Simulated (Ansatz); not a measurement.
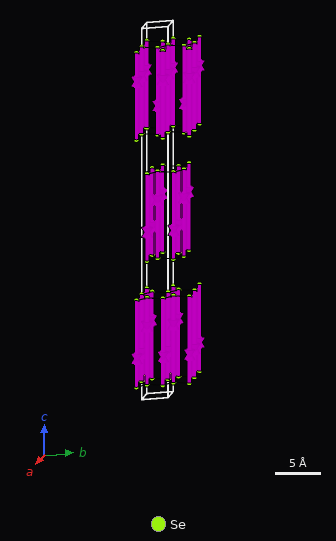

A relaxation of a crystal of Se (built on the C_166 type) (coarse preliminary run). The starting structure is drawn; purple arrows show the displacements (the part carried along by the change of the cell is left out), magnified 5 times.

The picture is a ball-and-stick view of the conventional cell (3 times the calculation's cell), repeated 2 × 2 × 1 with one cell outlined, seen slightly off an axis. Lengths and directions refer to the drawn axes.

Case: C type (R-3m, No. 166).

The calculation used DFT PBE, scalar-relativistic, plane waves, PAW (Ansatz).

Input
```yaml
crystal:
  lattice:
    - [1.5745788783, 0.9090835392, 14.2736278029]
    - [-1.5745788783, 0.9090835392, 14.2736278029]
    - [0.0, -1.8181670785, 14.2736278029]
  atoms:
    - { symbol: Se, position: [0.05, 0.05, 0.05] }
    - { symbol: Se, position: [0.95, 0.95, 0.95] }
    - { symbol: Se, position: [0.283, 0.283, 0.283] }
    - { symbol: Se, position: [0.717, 0.717, 0.717] }
basis:
  ecutwfc: 420
kpoints:
  mp_grid: { grid: [6, 6, 6] }
hamiltonian:
  xc: pbe
scf:
  occupations: { method: gaussian, width: 0.1 }
  lower_state_search: "off"
output:
  forces: true
  stress: true
  eigenvalues: true
relax:
  adjacent_minimum: "off"
  f_tol: 0.04
  max_steps: 70
  cell: { stress_tol: 0.4 }
```

> What did the optimiser do to the structure, and how much energy did it gain?

The energy falls by 8848 meV per atom in 20 accepted moves (23 points after the start). The largest force component goes from 0.58 to 0.013 eV/Å. Pressure: 118.86 GPa at the start and −0.02 GPa at the end. The line search rejected the trial step at point 16 of the run. At 2 points the geometry stayed and the basis and grid were re-selected for the new cell (energy shift of 99.3 meV per atom at most each time). The largest moves relative to the cell, 1.46 Å, are those of Se3 and Se4. Se3 goes along −c. Cell: a = b 3.149 → 4.306 Å (+36.7 %), c 42.821 → 29.954 Å (−30.0 %). Volume +30.8 %. Near-neighbour distances that change, for instance: Se1–Se1 3.149 → 4.306 Å, Se1–Se4 1.818 → 2.581 Å. Among the angles between lasting bonds that change: Se3–Se2–Se3 120.0° → 113.1°. The space group stays R-3m (No. 166). The run took of the order of 2.1 core-minutes on a shared host.
